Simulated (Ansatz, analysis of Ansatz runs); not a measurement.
# Reproducing a measured hyperfine coupling: NV- centre in 3C-SiC

How near does this set-up come to the measured hyperfine coupling? Subject: NV- centre in 3C-SiC. Set-up: PBE, 64-site cell, PBE lattice, 420 eV, k: the single point 1/4 1/4 1/4 then 2x2x2 shifted 0.5 0.5 0.5. The model is a cell of 64 host atoms with 1 site emptied and N put on another atom's site. The isotropic coupling follows from the spin density at the nucleus, the nuclear g-factor and the total spin. A local or semilocal functional is the cheapest first rung.

Measured beforehand: 14N, isotropic part (sign not measured) (size measured, sign taken from theory): -1.26 MHz, by EPR (quoted in “Characterization and formation of NV centers in 3C, 4H and 6H SiC: an ab initio study”, 2017, A. Csóré et al., quoting earlier work (2016)). The calculation is set beside it at the end.

Method: plane-wave PAW DFT, PBE; relaxation of all atoms of a defect supercell, in Ansatz 0.2.0.

## 1. Starting point

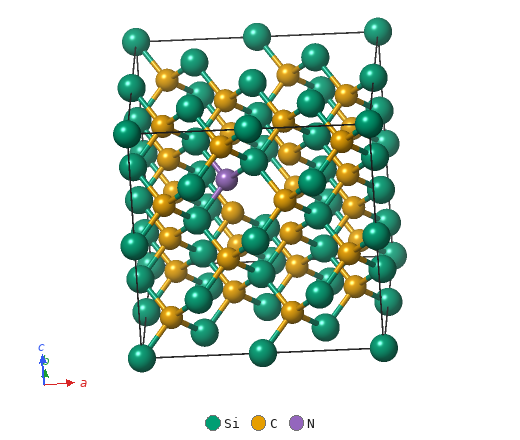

Start, viewed slightly off an axis; silicon teal, carbon orange, nitrogen purple. Bonds to atoms that aren't drawn are left out. Some periodic images of atoms are drawn too.

The cell holds 63 atoms: 31 Si, 31 C and 1 N. Cell: a = 8.759 Å, b = 8.759 Å, c = 8.759 Å, α = 90.0°, β = 90.0°, γ = 90.0°. It derives from SiC (space group F-43m). Nearest the centre at fractional (0.500, 0.500, 0.500): C23 at 1.90 Å, N16 at 1.90 Å, C60 at 1.90 Å, C38 at 1.90 Å, Si28 at 3.10 Å, Si27 at 3.10 Å, Si19 at 3.10 Å, Si12 at 3.10 Å. The cell carries charge −1.

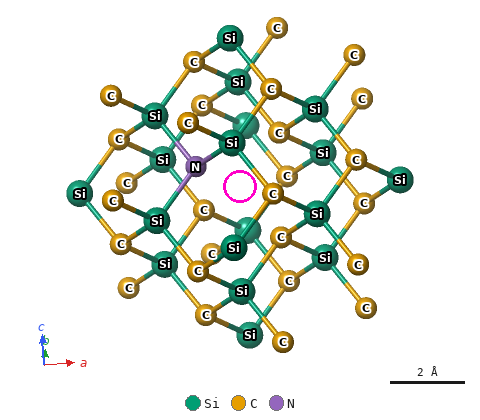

The atoms within 5 Å of the centre. A ring marks the centre wherever it is empty.

The host's primitive cell comes from a first run (plane-wave PAW DFT, PBE; relaxation of the host's cell and atoms): vectors of 3.097, 3.097 and 3.097 Å. That is 10.50 Å³ an atom, 1.5 % over the diffraction cell's volume. The supercell is built on it.

## 2. Relaxation, charge −1

Every later number rests on the structure around the defect, so the atoms are relaxed at the host's lattice first.

Input file relax/input.yaml:

```yaml
relax:
  f_tol: 0.02
  max_steps: 80
  random_displacement: { amplitude: 0.02, seed: 849 }
crystal:
  lattice:
    - [8.7594568, 0.0, 0.0]
    - [0.0, 0.0, -8.7594568]
    - [0.0, 8.7594568, 0.0]
  atoms:
    - { symbol: Si, position: [0.0, 0.0, 0.0] }
    - { symbol: Si, position: [0.0, 0.25, 0.25] }
    - { symbol: Si, position: [0.25, 0.0, 0.25] }
    - { symbol: Si, position: [0.25, 0.25, 0.0] }
    - { symbol: C, position: [0.125, 0.125, 0.125] }
    - { symbol: C, position: [0.125, 0.375, 0.375] }
    - { symbol: C, position: [0.375, 0.125, 0.375] }
    - { symbol: C, position: [0.375, 0.375, 0.125] }
    - { symbol: Si, position: [0.0, 0.0, 0.5] }
    - { symbol: Si, position: [0.0, 0.25, 0.75] }
    - { symbol: Si, position: [0.25, 0.0, 0.75] }
    - { symbol: Si, position: [0.25, 0.25, 0.5] }
    - { symbol: C, position: [0.125, 0.125, 0.625] }
    - { symbol: C, position: [0.125, 0.375, 0.875] }
    - { symbol: C, position: [0.375, 0.125, 0.875] }
    - { symbol: "N", position: [0.375, 0.375, 0.625] }
    - { symbol: Si, position: [0.0, 0.5, 0.0] }
    - { symbol: Si, position: [0.0, 0.75, 0.25] }
    - { symbol: Si, position: [0.25, 0.5, 0.25] }
    - { symbol: Si, position: [0.25, 0.75, 0.0] }
    - { symbol: C, position: [0.125, 0.625, 0.125] }
    - { symbol: C, position: [0.125, 0.875, 0.375] }
    - { symbol: C, position: [0.375, 0.625, 0.375] }
    - { symbol: C, position: [0.375, 0.875, 0.125] }
    - { symbol: Si, position: [0.0, 0.5, 0.5] }
    - { symbol: Si, position: [0.0, 0.75, 0.75] }
    - { symbol: Si, position: [0.25, 0.5, 0.75] }
    - { symbol: Si, position: [0.25, 0.75, 0.5] }
    - { symbol: C, position: [0.125, 0.625, 0.625] }
    - { symbol: C, position: [0.125, 0.875, 0.875] }
    - { symbol: C, position: [0.375, 0.625, 0.875] }
    - { symbol: C, position: [0.375, 0.875, 0.625] }
    - { symbol: Si, position: [0.5, 0.0, 0.0] }
    - { symbol: Si, position: [0.5, 0.25, 0.25] }
    - { symbol: Si, position: [0.75, 0.0, 0.25] }
    - { symbol: Si, position: [0.75, 0.25, 0.0] }
    - { symbol: C, position: [0.625, 0.125, 0.125] }
    - { symbol: C, position: [0.625, 0.375, 0.375] }
    - { symbol: C, position: [0.875, 0.125, 0.375] }
    - { symbol: C, position: [0.875, 0.375, 0.125] }
    - { symbol: Si, position: [0.5, 0.0, 0.5] }
    - { symbol: Si, position: [0.5, 0.25, 0.75] }
    - { symbol: Si, position: [0.75, 0.0, 0.75] }
    - { symbol: Si, position: [0.75, 0.25, 0.5] }
    - { symbol: C, position: [0.625, 0.125, 0.625] }
    - { symbol: C, position: [0.625, 0.375, 0.875] }
    - { symbol: C, position: [0.875, 0.125, 0.875] }
    - { symbol: C, position: [0.875, 0.375, 0.625] }
    - { symbol: Si, position: [0.5, 0.5, 0.0] }
    - { symbol: Si, position: [0.5, 0.75, 0.25] }
    - { symbol: Si, position: [0.75, 0.5, 0.25] }
    - { symbol: Si, position: [0.75, 0.75, 0.0] }
    - { symbol: C, position: [0.625, 0.625, 0.125] }
    - { symbol: C, position: [0.625, 0.875, 0.375] }
    - { symbol: C, position: [0.875, 0.625, 0.375] }
    - { symbol: C, position: [0.875, 0.875, 0.125] }
    - { symbol: Si, position: [0.5, 0.75, 0.75] }
    - { symbol: Si, position: [0.75, 0.5, 0.75] }
    - { symbol: Si, position: [0.75, 0.75, 0.5] }
    - { symbol: C, position: [0.625, 0.625, 0.625] }
    - { symbol: C, position: [0.625, 0.875, 0.875] }
    - { symbol: C, position: [0.875, 0.625, 0.875] }
    - { symbol: C, position: [0.875, 0.875, 0.625] }
total_charge: -1
basis:
  ecutwfc: 420
  xc_grid: 2
hamiltonian:
  xc: pbe
kpoints:
  mp_grid: { grid: [1, 1, 1], shift: [0.25, 0.25, 0.25] }
magnetization:
  spin_polarized: true
  initial_magnetization: 2
  spin_locking: { lock_magnetization: hard }
scf:
  occupations: { method: fermi_dirac, width: 0.01 }
  max_iter: 120
output:
  forces: true
checkpoint:
  write: "../relax.run"
  compress: false
  write_wavefunctions: true
  write_every: 100000
```

Command:

```bash
$ ansatz run input.yaml --threads 2 --pin off --max-ram 3768MiB --backend cpu --events-out ev --progress --plain --runs-dir out
```

Numbers of over 12 decimals in the logs are rounded to 6 here.

The log of the run:

```text
[... repeated set-up lines and file paths are left out, and long positions are rounded to six places ...]
Engine: ansatz 0.2.0, x86_64-unknown-linux-gnu
Pseudopotentials: kind: paw
Pseudopotential: Si, paw, valence charge 4, recommended cutoff 420 eV (normal), Si.paw.azcp
Pseudopotential: C, paw, valence charge 4, recommended cutoff 420 eV (normal), C.paw.azcp
Pseudopotential: N, paw, valence charge 5, recommended cutoff 420 eV (normal), N.paw.azcp
Functional definition: PBE
  parameter kappa = 0.804
  parameter beta = 0.066725
  exchange = pbe_x(kappa = kappa, mu = beta*pi^2/3)
  correlation = pbe_c(beta = beta)
Crystal: 63 atoms, lattice volume = 672.096 Å³
Basis set: ecut = 420 eV, 13205 PW (Γ), exchange–correlation on 120×120×120 points (8 copies of the dense FFT grid, shifted against one another)
Bands: 191, of which v1, the nominal top of the filled ones, is band 127 counted from 1 (126 counted from 0)
Symmetry: 1 space group operations
k-points: 1
Non-local potential: Si, projectors of the file, l = 0: 2, l = 1: 2, l = 2: 2
Non-local potential: C, projectors of the file, l = 0: 2, l = 1: 2, l = 2: 1
Non-local potential: N, projectors of the file, l = 0: 2, l = 1: 2, l = 2: 1
PAW form: soft (Blöchl's): semilocal exchange-correlation on the pseudo side does not see the compensation charge
PAW one-centre angular grid: Si, 110 points (default); XC on 64 Gauss nodes
PAW one-centre angular grid: C, 110 points (default); XC on 64 Gauss nodes
PAW one-centre angular grid: N, 110 points (default); XC on 64 Gauss nodes
Initial density: superposition of atomic densities (chi_scale 0.1, normalization cell, long waves kept (reshape's long-wave potential 0.29 eV rms))
Starting moments: Σ|m| = 2 μB on 63 of 63 sites
Initial wavefunctions: pseudopotential atomic-orbital guess
Functional: x = pbe(κ = 0.804, μ = 0.219515), c = pbe(β = 0.066725)
SCF iter   1: F=—  HF=-27923.664263 eV  |F-HF|=—  |Δ(HF+E_count)|=         —  Δρ=7.48e-2 (↑7.33e-2 ↓7.48e-2)  dr2=1.89e2  dr2_m=6.49e-1  M=2.000 μB ∫|m|=2.022 μB  β_m=0.30  ethr=3.10e-3  ⟨swp⟩=6.0  Hψ=1680  notcnv=0  defer=58
preconditioner: auto → Resta (q_TF=auto, 2.320 Å⁻¹)  ε∞=4.3  [insulator: Δε(μ)=0.135 eV  Ē_g=12.552 eV  σ=0.010 eV  W_gap=1.00  n_scr=146 (ndim 8)  ℏωp=22.8 eV  f_vac=0.000  D(μ)=0.23/eV (n_scr^D=0)  ε∞_Penn≈4.3]
spin=Collinear: Resta preconditioning applied to the charge; magnetization (m = ρ↑ − ρ↓) channel mixes plain (no charge-response kernel on spin).
SCF iter   2: F=—  HF=-27885.377154 eV  |F-HF|=—  |Δ(HF+E_count)|=    3.83e1  Δρ=4.18e-2 (↑4.06e-2 ↓4.18e-2)  dr2=5.33e1  dr2_m=3.50e-1  M=2.000 μB ∫|m|=2.040 μB  β_m=0.45  ethr=3.10e-3  ⟨swp⟩=3.0  Hψ=713  notcnv=0  defer=117
SCF iter   3: F=—  HF=-27871.823810 eV  |F-HF|=—  |Δ(HF+E_count)|=    1.36e1  Δρ=2.12e-2 (↑1.54e-2 ↓2.12e-2)  dr2=1.04e1  dr2_m=1.91e-1  M=2.000 μB ∫|m|=2.109 μB  β_m=0.42  ethr=3.10e-3  ⟨swp⟩=3.0  Hψ=627  notcnv=0  defer=117
SCF iter   4: F=—  HF=-27870.661878 eV  |F-HF|=—  |Δ(HF+E_count)|=    1.16e0  Δρ=8.90e-3 (↑8.65e-3 ↓8.90e-3)  dr2=1.26e0  dr2_m=2.25e-2  M=2.000 μB ∫|m|=2.100 μB  β_m=0.63  ethr=3.10e-3  ⟨swp⟩=2.0  Hψ=524  notcnv=0  defer=117
SCF iter   5: F=—  HF=-27870.650517 eV  |F-HF|=—  |Δ(HF+E_count)|=   1.14e-2  Δρ=3.37e-3 (↑2.25e-3 ↓3.37e-3)  dr2=2.80e-1  dr2_m=4.44e-3  M=2.000 μB ∫|m|=2.146 μB  β_m=0.55  ethr=4.98e-4  ⟨swp⟩=3.0  Hψ=558  notcnv=0  defer=117
SCF iter   6: F=—  HF=-27870.623300 eV  |F-HF|=—  |Δ(HF+E_count)|=   2.72e-2  Δρ=1.25e-3 (↑6.81e-4 ↓1.25e-3)  dr2=2.39e-2  dr2_m=1.48e-3  M=2.000 μB ∫|m|=2.155 μB  β_m=0.65  ethr=1.10e-4  ⟨swp⟩=2.0  Hψ=529  notcnv=0  defer=117
SCF iter   7: F=—  HF=-27870.627276 eV  |F-HF|=—  |Δ(HF+E_count)|=   3.98e-3  Δρ=5.48e-4 (↑3.12e-4 ↓5.48e-4)  dr2=3.40e-3  dr2_m=4.81e-4  M=2.000 μB ∫|m|=2.159 μB  β_m=0.78  ethr=9.41e-6  ⟨swp⟩=2.0  Hψ=495  notcnv=0  defer=117
SCF iter   8: F=—  HF=-27870.628272 eV  |F-HF|=—  |Δ(HF+E_count)|=   9.95e-4  Δρ=1.97e-4 (↑1.17e-4 ↓1.97e-4)  dr2=6.67e-4  dr2_m=6.32e-5  M=2.000 μB ∫|m|=2.160 μB  β_m=0.79  ethr=1.34e-6  ⟨swp⟩=2.5  Hψ=591  notcnv=0  defer=117
SCF iter   9: F=—  HF=-27870.628325 eV  |F-HF|=—  |Δ(HF+E_count)|=   5.31e-5  Δρ=6.33e-5 (↑2.41e-5 ↓6.33e-5)  dr2=4.97e-5  dr2_m=8.01e-6  M=2.000 μB ∫|m|=2.161 μB  β_m=0.84  ethr=2.63e-7  ⟨swp⟩=2.0  Hψ=490  notcnv=0  defer=117
SCF iter  10: F=—  HF=-27870.628328 eV  |F-HF|=—  |Δ(HF+E_count)|=   3.05e-6  Δρ=2.93e-5 (↑1.04e-5 ↓2.93e-5)  dr2=1.17e-5  dr2_m=1.75e-6  M=2.000 μB ∫|m|=2.161 μB  β_m=0.83  ethr=3.94e-9  ⟨swp⟩=4.5  Hψ=1032  notcnv=0
SCF iter  11: F=—  HF=-27870.628328 eV  |F-HF|=—  |Δ(HF+E_count)|=   6.94e-8  Δρ=1.67e-5 (↑4.13e-6 ↓1.67e-5)  dr2=3.63e-6  dr2_m=5.05e-7  M=2.000 μB ∫|m|=2.161 μB  β_m=0.87  ethr=3.94e-9  ⟨swp⟩=3.5  Hψ=871  notcnv=0
SCF iter  12: F=-27870.628328 eV  HF=-27870.628328 eV  |F-HF|=2.98e-7  |Δ(HF+E_count)|=   6.43e-8  Δρ=3.86e-6 (↑2.79e-6 ↓3.86e-6)  dr2=4.37e-7  dr2_m=7.72e-9  M=2.000 μB ∫|m|=2.161 μB  ethr=1.43e-9  ⟨swp⟩=3.5  Hψ=871  notcnv=0
SCF 1 converged in 12 iterations: F = -27870.628328 eV  dr2 = 4.37e-7
  greatest PAW one-centre occupation: 0.794 electrons in one spin orbital (limit 2), on the N atom at site 15 (counted from 0), in its partial waves of l = 0
relax step   1: F+E_penalty+E_count = -27870.62832750 eV  Δ(F+E_penalty+E_count) = +0.000e0 eV  max|allowed force component| = 1.734e0 eV/Å  Δτ_max = 0.0000 Å  (12 SCF iters, dr2 threshold 1.00e-5 eV, accepted)
[... the SCF cycles and remarks between the steps are left out from here to the last step ...]
relax step   2: F+E_penalty+E_count = -27871.62128688 eV  Δ(F+E_penalty+E_count) = -9.930e-1 eV  max|allowed force component| = 9.794e-1 eV/Å  Δτ_max = 0.1623 Å  (7 SCF iters, dr2 threshold 1.00e-4 eV, accepted)
relax step   3: F+E_penalty+E_count = -27871.94512977 eV  Δ(F+E_penalty+E_count) = -3.238e-1 eV  max|allowed force component| = 3.273e-1 eV/Å  Δτ_max = 0.0633 Å  (6 SCF iters, dr2 threshold 6.00e-5 eV, accepted)
relax step   4: F+E_penalty+E_count = -27871.95663079 eV  Δ(F+E_penalty+E_count) = -1.150e-2 eV  max|allowed force component| = 1.369e-1 eV/Å  Δτ_max = 0.0293 Å  (6 SCF iters, dr2 threshold 1.20e-5 eV, accepted)
relax step   5: F+E_penalty+E_count = -27871.96313214 eV  Δ(F+E_penalty+E_count) = -6.501e-3 eV  max|allowed force component| = 7.820e-3 eV/Å  Δτ_max = 0.0185 Å  (6 SCF iters, dr2 threshold 2.09e-6 eV, accepted)
iter 1 solved again at ethr=6.64e-11 eV; its pass at ethr=3.10e-3 eV (dr2=1.69e-7 eV) is discarded
SCF iter   1: F=—  HF=-27871.963132 eV  |F-HF|=—  |Δ(HF+E_count)|=         —  Δρ=2.77e-6 (↑2.40e-6 ↓2.77e-6)  dr2=1.68e-7  dr2_m=5.18e-9  M=2.000 μB ∫|m|=2.156 μB  β_m=0.30  ethr=6.64e-11  ⟨swp⟩=1.0  Hψ=1062  notcnv=0  defer=117
iter 2 did not close the SCF: its close was put off for a magnetic moment that had not settled (scf_convergence_deferred on its scf_iter line)
SCF iter   2: F=-27871.963132 eV  HF=-27871.963132 eV  |F-HF|=3.78e-8  |Δ(HF+E_count)|=   2.55e-8  Δρ=1.90e-6 (↑1.78e-6 ↓1.90e-6)  dr2=7.97e-8  dr2_m=2.41e-9  M=2.000 μB ∫|m|=2.156 μB  β_m=0.60  ethr=3.94e-11  ⟨swp⟩=2.0  Hψ=907  notcnv=0
SCF iter   3: F=-27871.963132 eV  HF=-27871.963132 eV  |F-HF|=1.34e-9  |Δ(HF+E_count)|=   5.17e-8  Δρ=9.11e-7 (↑5.90e-7 ↓9.11e-7)  dr2=2.12e-8  dr2_m=7.98e-10  M=2.000 μB ∫|m|=2.156 μB  ethr=3.14e-11  ⟨swp⟩=1.0  Hψ=909  notcnv=0
SCF 6 converged in 3 iterations: F = -27871.963132 eV  dr2 = 2.12e-8
relax step   6: F+E_penalty+E_count = -27871.96313220 eV  Δ(F+E_penalty+E_count) = -5.785e-8 eV  max|allowed force component| = 7.819e-3 eV/Å  Δτ_max = 0.0000 Å  (3 SCF iters, accepted)
NSCF: frozen V_eff on 1 k-points
the band table was solved once a step of the walk had ended and its energy, with any forces and stress, was formed, with the checks that follow a solve (1917 applications of the Hamiltonian). They found nothing against the state; [...]
SCF converged after 3 iterations
Magnetization: 2.0000 μB (128.0000 up, 126.0000 down)
Absolute magnetization: 2.1590 μB (∫|ρ↑−ρ↓|, with the PAW one-centre terms)
Spin contamination: 0.0118 ħ² per cell (⟨S²⟩ above its minimum at these occupations)
Per-site moments (μB) at R_I (Å): [(3.159155179027637e-5, 0.780174), (-0.000331625, 0.781650), (-0.00033139, 0.781608), [... 60 left out ...]
Free energy (F): -27871.963132 eV
Harris-Foulkes:  -27871.963132 eV  (|F-HF|=1.34e-9)
Internal energy: -27871.963132 eV  (E = F + TS)
E sigma→0 (E₀):  -27871.963132 eV
Fermi energy:    9.808883 (↑ 10.403956, ↓ 9.762332) eV
--- Per-component energies (eV) ---
  E_band       = 789.679997
  E_kinetic    = 4323.914050
  E_local      = -3692.324202  (includes V_loc(G=0)·N_el)
  E_nonlocal   = 1651.533405
  E_hartree    = 1136.973741
  E_xc         = -3329.232903
  E_vxc        = -3464.546774  (∫ρ·V_xc dr)
  E_paw        = -19100.430627  (= ΣΔE_a)
  E_vpaw       = -302.843508  (= ΣTr[D̂ρ^β])
  E_aug_tail   = 0.000459  (compensation charges beyond the density's cutoff)
  E_ewald      = -8862.397055
  E_smearing   = -0.000000  (= −TS)
  E_closure    = 0.000000  (closes the sum)
  E_deformation_potential = -17.411678  (in the stress; not in F)
  Σ components = -27871.963132   (vs F -27871.963132, Δ=0.00e0)
--- Forces (eV/Å), atoms counted from 1 ---
  atom   1  Si     0.00058205    -0.00105213     0.00015785
  atom   2  Si     0.00099549     0.00080228     0.00042071
  [... 3 atoms left out ...]
  atom   6  C     -0.00280374    -0.00076386     0.00093083
  atom   7  C     -0.00141084    -0.00236031     0.00155768
  [... 4 atoms left out ...]
  atom  12  Si    -0.00648126     0.00197819     0.00608677
  [... 3 atoms left out ...]
  atom  16  N      0.00142349     0.00092169    -0.00031799
  [... 6 atoms left out ...]
  atom  23  C     -0.00346063    -0.00212877    -0.00298968
  [... 3 atoms left out ...]
  atom  27  Si    -0.00393346     0.00316154     0.00037517
  [... 10 atoms left out ...]
  atom  38  C      0.00155782    -0.00405772     0.00406676
  [... 3 atoms left out ...]
  atom  42  Si    -0.00196679     0.00525057     0.00273896
  [... 2 atoms left out ...]
  atom  45  C      0.00030535     0.00047249     0.00438052
  [... 14 atoms left out ...]
  atom  60  C      0.00460068     0.00417122    -0.00371743
  [... 3 atoms left out ...]
  max |Σ_I F_I| component: 3.97e-5 eV/Å
--- Band table (eV) ---
  k-point 0 ↑: bands = ["-6.7624", "-5.8751", "-5.2639", "-5.1714", [... 183 left out ...] "16.9638", "16.9639", "16.9839", "17.0052"]
  k-point 0 ↓: bands = ["-6.7524", "-5.8501", "-5.2361", "-5.1426", [... 183 left out ...] "16.9889", "16.9946", "17.0037", "17.0304"]
--- Relaxed structure (6 steps of the walk, 6 accepted, 0 SCFs on fresh bases) ---
  F+E_penalty+E_count = -27871.96313220 eV   max|allowed force component| = 7.819e-3 eV/Å
  atoms:
    - { symbol: Si, position: [-0.000224, 6.852944254139965e-5, 0.000139] }
    - { symbol: Si, position: [0.000262, 0.250766, 0.251195] }
    [... 3 atoms left out ...]
    - { symbol: C, position: [0.127590, 0.375619, 0.377843] }
    - { symbol: C, position: [0.375331, 0.127878, 0.377846] }
    [... 4 atoms left out ...]
    - { symbol: Si, position: [0.251113, 0.251402, 0.505270] }
    [... 3 atoms left out ...]
    - { symbol: N, position: [0.358810, 0.359104, 0.640491] }
    [... 6 atoms left out ...]
    - { symbol: C, position: [0.367161, 0.636428, 0.365250] }
    [... 3 atoms left out ...]
    - { symbol: Si, position: [0.251627, 0.494832, 0.748354] }
    [... 10 atoms left out ...]
    - { symbol: C, position: [0.636128, 0.367462, 0.365253] }
    [... 3 atoms left out ...]
    - { symbol: Si, position: [0.494549, 0.251916, 0.748343] }
    [... 2 atoms left out ...]
    - { symbol: C, position: [0.622529, 0.127963, 0.625307] }
    [... 14 atoms left out ...]
    - { symbol: C, position: [0.635864, 0.636152, 0.632987] }
    [... 3 atoms left out ...]
```

Elapsed: 71 s, on 2 threads of Intel Xeon Platinum 8488C (Sapphire Rapids), shared host; peak memory 1.7 GiB.

Step by step:

```
step  energy less that of the first step (eV)  largest force component (eV/Å)
   1                                   0.0000                          1.7340
   2                                  -0.9930                          0.9794
   3                                  -1.3168                          0.3273
   4                                  -1.3283                          0.1369
   5                                  -1.3348                          0.0078
   6                                  -1.3348                          0.0078
```

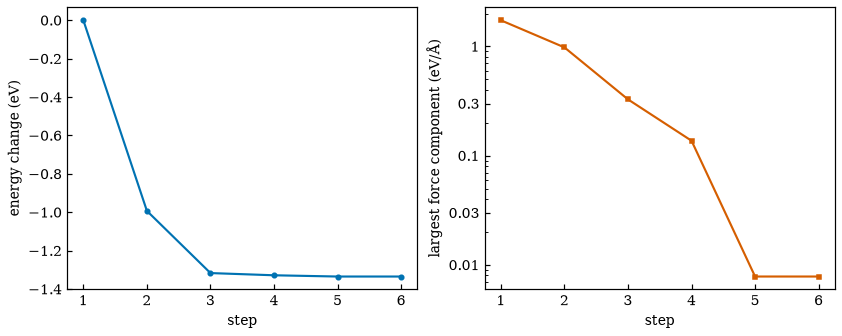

Energy and largest force along the relaxation.

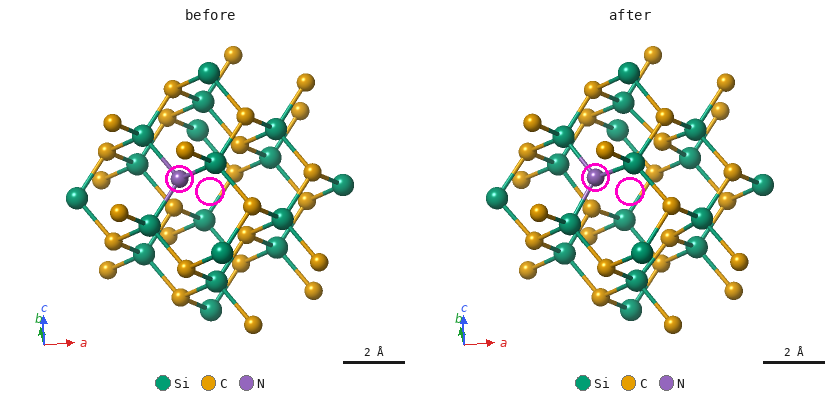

Before and after: the atoms that start within 5 Å of the centre. N16, which moves most, is ringed if it is among them. A ring with no atom in it marks the empty centre.

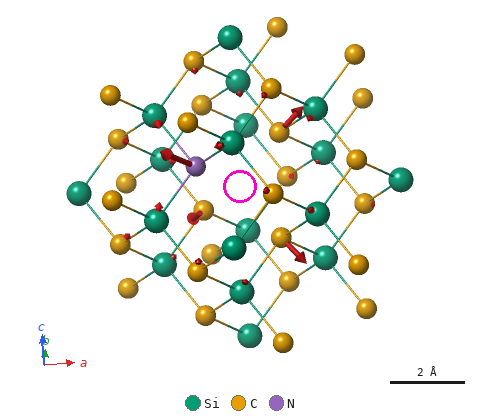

Displacements in the relaxation from the typed sites near the centre, exaggerated, the mean shift taken out; the longest in the cell stands for 0.24 Å. A ring marks the centre wherever it is empty.

The atoms that moved most (Å, from the sites as typed, ahead of the random displacement, the mean shift of all atoms taken out):

```
atom      dx      dy      dz  length
 N16  -0.142   0.134   0.142   0.241
 C60   0.095   0.068  -0.095   0.151
 C23  -0.069  -0.087  -0.098   0.148
 C38   0.098  -0.087   0.068   0.148
Si27   0.014  -0.016   0.048   0.052
Si42  -0.048  -0.016  -0.014   0.052
Si12   0.010   0.045  -0.010   0.047
  C7   0.003   0.023  -0.023   0.033
```

Neighbours of the ideal centre at the end:

```
atom  distance (Å)
 C38         2.040
 C23         2.043
 C60         2.048
 N16         2.137
Si44         3.065
Si34         3.067
Si58         3.067
Si28         3.068
Si19         3.069
Si57         3.069
Si42         3.075
Si27         3.077
Si12         3.082
Si59         3.085
Si51         3.085
Si50         3.087
```

Numbers from this step:

| Item | Value |
| --- | --- |
| free energy | -27871.9631 eV |
| total moment | 2 μB |
| integral of the absolute spin density | 2.159 μB |
| spin contamination | 0.01184 |

The relaxation ends 21 meV an atom lower than the displaced start, with a largest force component of 0.0078 eV/Å.

(Continued in part 2 of 2.)

[Logs are printed without paths, hosts, clocks, repeated set-up lines and the standing remarks that a program may print on its own settings, such as how far it seeks lower states.]

[Hosts, paths, dates, database ids (printed as entryN), source tags and the programs' standing remarks are cut or masked in the printed files.]

[For some hosts the program warned that the k-mesh of the response run may be too coarse for force constants and the static dielectric constant; such warnings are not shown here.]
